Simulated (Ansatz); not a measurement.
## Se: geometry relaxation (part 2 of 2)

Se (P3₁21, 3 atoms in the cell); DFT r2SCAN+D3(BJ), scalar-relativistic, plane waves, PAW, no spin polarisation (Ansatz 0.2.0); cutoff 500 eV, 9×9×6 k-mesh, Gaussian smearing of 0.02 eV. The structure derives from an entry of the Crystallography Open Database.

Geometry of the input (Å; fractional positions):
```
4.3662  0.0000  0.0000
-2.1831  3.7812  0.0000
0.0000  0.0000  4.9536
Se 0.2254  0.0000  0.3333
Se -0.0000  0.2254  0.6667
Se 0.7746  0.7746  0.0000
```

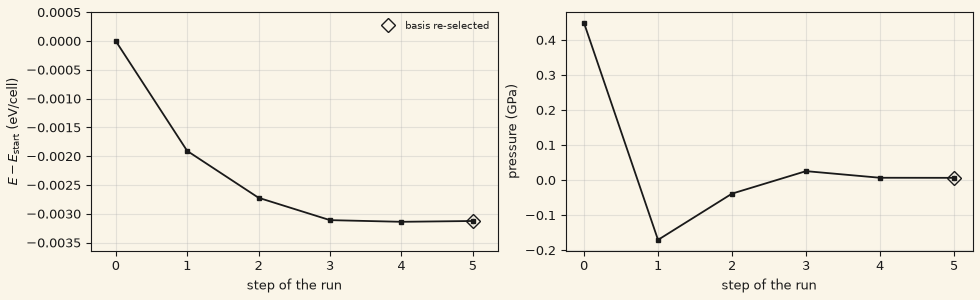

Fig. 1: Progress of the relaxation, step by step (the first geometry is step 0 here and step 1 in the log).

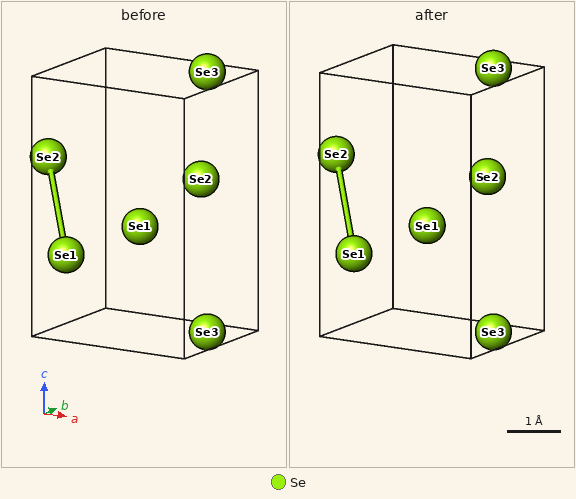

Fig. 2: Before (left) and after (right) the relaxation, at one scale (ball-and-stick view of the cell of the calculation, seen slightly off an axis). The largest moves relative to the cell, 0.005 Å, are those of Se1, Se2 and Se3. The volume changes by −0.5 %, with a = b 4.366 → 4.325 Å (−0.9 %), c 4.954 → 5.020 Å (+1.3 %). Distances before and after: Se1–Se2 2.373 → 2.383 Å. The space group stays P3_121 (No. 152). Over 4 geometry steps the energy falls by 3.1 meV per cell of the calculation. The largest force component goes from 0.051 to 0.00056 eV/Å. The pressure goes from 0.45 to 0.01 GPa. A last SCF at the same geometry on a re-selected plane-wave basis shifts the energy by +0.0 meV per cell of the calculation. (Atoms are counted from 1 in the order of the input.)

```
basis re-selected at this cell: Δ(F+E_penalty+E_count) = +1.388e-5 eV, ΔP = -0.000 GPa vs the last step (what re-selecting the basis moved, of the pressure what is left beyond the Pulay correction that the steps carried, after the strain that the cell walked since its last selection, with what the two solves' SCF thresholds leave and, on support functions, any second-order correction that the steps lacked; it is no measure of the basis error at this ecutwfc). This SCF's stress stands 1.95e-2 GPa from its target on what of the cell is left free (relax.cell.stress_tol is 5.00e-2 GPa) and its largest allowed force component is 5.61e-4 eV/Å (relax.f_tol is 5.00e-3 eV/Å): within both
SCF converged after 5 iterations
Free energy (F): -16434.818155 eV
Harris-Foulkes:  -16434.818155 eV  (|F-HF|=2.91e-11)
Internal energy: -16434.818155 eV  (E = F + TS)
E sigma→0 (E₀):  -16434.818155 eV
Fermi energy:    7.249711 eV
--- Per-component energies (eV) ---
  E_band       = -1266.473923
  E_kinetic    = 351.721458
  E_local      = -7693.320043  (includes V_loc(G=0)·N_el)
  E_nonlocal   = -1781.748526
  E_hartree    = 3769.913605
  E_xc         = -292.586998
  E_vxc        = -314.684232  (∫ρ·V_xc dr)
  E_paw        = -5777.423399  (= ΣΔE_a)
  E_vpaw       = 615.906117  (= ΣTr[D̂ρ^β])
  E_aug_tail   = -0.000623  (compensation charges beyond the density's cutoff)
  E_vtau       = 15.824601  (kinetic-family band-sum trace: ∫τ·v_τ [+ j·A + Jᵃ·Aᵃ] dr)
  E_ewald      = -5005.624930
  E_disp       = -0.454389  (pairwise vdW)
  E_core_change = -5.294311  (= ΣΔE_core)
  E_smearing   = -0.000000  (= −TS)
  E_closure    = 0.000000  (closes the sum)
  Σ components = -16434.818155   (vs F -16434.818155, Δ=0.00e0)
--- Forces (eV/Å), atoms counted from 1 ---
  atom   1  Se    -0.00056082    -0.00000000     0.00000000
  atom   2  Se     0.00028041    -0.00048568     0.00000000
  atom   3  Se     0.00028041     0.00048568    -0.00000000
  max |Σ_I F_I| component: 3.23e-17 eV/Å
--- Stress (GPa, compression-positive) ---
        0.000398       0.000000       0.000000
        0.000000       0.000398       0.000000
        0.000000       0.000000       0.019462
  P = ⅓ Tr σ = 0.0068 GPa (0.068 kbar)
--- Band table (eV; the first three rows and the last of 62) ---
  k-point 0: bands = ["-42.4737", "-42.4737", "-42.4329", "-42.4260", "-42.4260", "-42.3792", "-42.2471", "-42.2413", "-42.2413", "-42.1928", "-42.1928", "-42.1894", "-42.1636", "-42.1372", "-42.1372", "-9.7479", "-5.4649", "-5.4649", "2.7731", "2.7731", "2.8821", "4.5949", "4.5949", "6.2330", "8.7379", "8.7379", "9.1202", "13.5361", "13.6226"]
  k-point 1: bands = ["-42.4840", "-42.4616", "-42.4337", "-42.4298", "-42.4204", "-42.3824", "-42.2470", "-42.2432", "-42.2395", "-42.1939", "-42.1918", "-42.1895", "-42.1621", "-42.1414", "-42.1343", "-9.6123", "-6.6212", "-4.3295", "2.3383", "2.9509", "3.0539", "4.6286", "4.8246", "6.0434", "8.5083", "8.5598", "8.8844", "13.9345", "14.0290"]
  k-point 2: bands = ["-42.4907", "-42.4501", "-42.4363", "-42.4322", "-42.4124", "-42.3909", "-42.2466", "-42.2447", "-42.2382", "-42.1947", "-42.1908", "-42.1897", "-42.1579", "-42.1466", "-42.1325", "-9.2098", "-7.6767", "-3.4171", "1.8540", "3.1151", "3.2204", "4.8284", "5.2097", "5.5958", "8.2002", "8.2260", "8.4606", "13.6301", "14.3129"]
  k-point 61: bands = ["-42.4930", "-42.4412", "-42.4412", "-42.4328", "-42.4021", "-42.4021", "-42.2460", "-42.2460", "-42.2375", "-42.1955", "-42.1899", "-42.1899", "-42.1535", "-42.1535", "-42.1301", "-8.0890", "-8.0890", "-4.3100", "0.7272", "1.5720", "1.5720", "5.5460", "6.4879", "6.4879", "7.8128", "9.6248", "9.6248", "13.8657", "15.3562"]
--- Relaxed structure (5 steps of the walk, 5 accepted, 1 SCFs on fresh bases) ---
  F+E_penalty+E_count = -16434.81815519 eV   max|allowed force component| = 5.608e-4 eV/Å   (the final SCF, on the basis selected at the relaxed cell)
  cell:  # Å, volume = 81.3330 Å³
    - [4.325288917257247, 0.0, 2.261156383657855e-18]
    - [-2.1626444586286233, 3.7458100810520647, -1.130578191828924e-18]
    - [2.5653575791518717e-18, -3.370117619112694e-33, 5.020025970150349]
  atoms:
    - { symbol: Se, position: [0.22647165431279134, 9.557730080173182e-21, 0.3333333333333333] }
    - { symbol: Se, position: [-3.9540442703784586e-19, 0.22647165431279134, 0.6666666666666666] }
    - { symbol: Se, position: [0.7735283456872086, 0.7735283456872085, -6.054621645412523e-20] }
```

Trajectory as extended XYZ (Å, eV, eV/Å), 6 frames, from step=1 to step=6
```
3
Lattice="4.3662 0.0000 0.0000 -2.1831 3.7812 0.0000 0.0000 0.0000 4.9536" Properties=species:S:1:pos:R:3:forces:R:3 step=1 energy=-16434.81503 pressure_GPa=0.45
Se    0.9841    0.0000    1.6512    0.0510   0.0000   0.0000
Se   -0.4921    0.8523    3.3024   -0.0255   0.0442   0.0000
Se    1.6910    2.9289    0.0000   -0.0255  -0.0442   0.0000
3
Lattice="4.3676 0.0000 0.0000 -2.1838 3.7824 0.0000 0.0000 0.0000 5.0151" Properties=species:S:1:pos:R:3:forces:R:3 step=2 energy=-16434.81694 pressure_GPa=-0.17
Se    0.9776    0.0000    1.6717    0.0207   0.0000   0.0000
Se   -0.4888    0.8466    3.3434   -0.0103   0.0179   0.0000
Se    1.6950    2.9358    0.0000   -0.0103  -0.0179   0.0000
3
Lattice="4.3516 0.0000 0.0000 -2.1758 3.7686 0.0000 0.0000 0.0000 5.0084" Properties=species:S:1:pos:R:3:forces:R:3 step=3 energy=-16434.81775 pressure_GPa=-0.04
Se    0.9795    0.0000    1.6695    0.0121   0.0000   0.0000
Se   -0.4898    0.8483    3.3389   -0.0060   0.0105   0.0000
Se    1.6860    2.9203    0.0000   -0.0060  -0.0105   0.0000
3
Lattice="4.3296 0.0000 0.0000 -2.1648 3.7496 0.0000 0.0000 0.0000 5.0149" Properties=species:S:1:pos:R:3:forces:R:3 step=4 energy=-16434.81814 pressure_GPa=0.03
Se    0.9800    0.0000    1.6716    0.0016   0.0000   0.0000
Se   -0.4900    0.8487    3.3433   -0.0008   0.0014   0.0000
Se    1.6748    2.9009    0.0000   -0.0008  -0.0014   0.0000
3
Lattice="4.3253 0.0000 0.0000 -2.1626 3.7458 0.0000 0.0000 0.0000 5.0200" Properties=species:S:1:pos:R:3:forces:R:3 step=5 energy=-16434.81817 pressure_GPa=0.01
Se    0.9796    0.0000    1.6733   -0.0006   0.0000   0.0000
Se   -0.4898    0.8483    3.3467    0.0003  -0.0005   0.0000
Se    1.6729    2.8975    0.0000    0.0003   0.0005   0.0000
3
Lattice="4.3253 0.0000 0.0000 -2.1626 3.7458 0.0000 0.0000 0.0000 5.0200" Properties=species:S:1:pos:R:3:forces:R:3 step=6 energy=-16434.81816 pressure_GPa=0.01
Se    0.9796    0.0000    1.6733   -0.0006   0.0000   0.0000
Se   -0.4898    0.8483    3.3467    0.0003  -0.0005   0.0000
Se    1.6729    2.8975    0.0000    0.0003   0.0005   0.0000
```

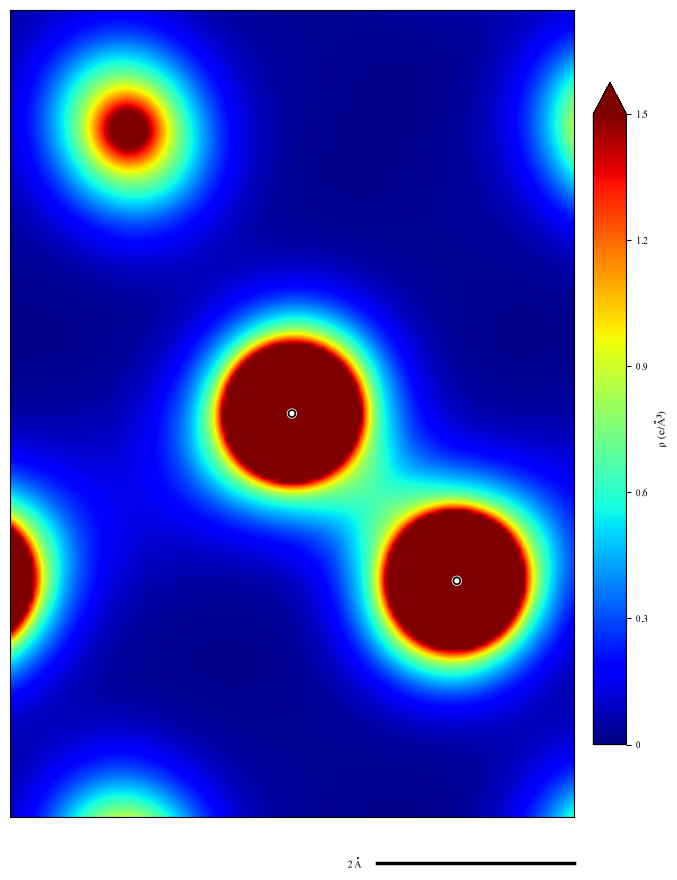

Fig. 3: Valence electron density on the (110) plane of the conventional cell. Circles mark the nuclei in the plane (Se). The plane passes through Se nuclei. Se–Se (2.38 Å): ρ at the midpoint is about 0.65 e/Å³. Away from the nuclei the density in this plane falls to 0.02 e/Å³ at its lowest. In a PAW calculation such maps are meaningful between the atoms, not at the nuclei.

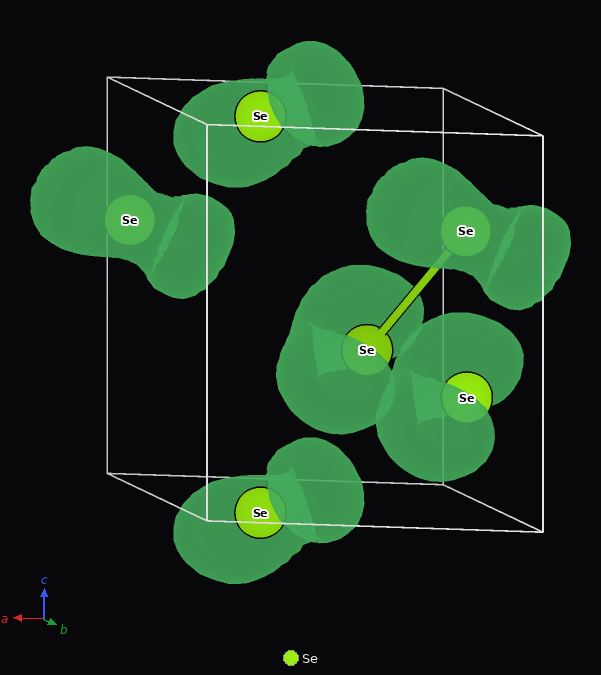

Fig. 4: Isosurface of the electron localisation function at 0.8 (green), seen at an oblique angle. Only the valence region is drawn (cores and ρ < 0.01 e/Å³ removed). Sticks mark near contacts. The outline is the cell set on symmetry axes. Profiles from the grid: Se–Se (2.38 Å): the ELF peaks at about 0.70 between the atoms.

Summary

- outcome: converged
- space group (tolerance 0.01 Å): P3₁21 (152)
- electrons treated: 48
- free energy: −16434.8182 eV
- Fermi energy: 7.250 eV
- gap on the k-point mesh: 1.13 eV
- pressure: 0.01 GPa
- final volume: 81.33 Å³
- largest force (length of the vector) at the end: 0.001 eV/Å
- final cell: a = 4.325 Å, b = 4.325 Å, c = 5.020 Å, α = 90.00°, β = 90.00°, γ = 120.00°
- wall time: 2.6 min (CPU time 5.2 min)
- peak memory: 0.64 GiB

Notes

Notes on the run: the dispersion correction has no parameters fitted for this combination and takes those fitted for r2SCAN with other terms.
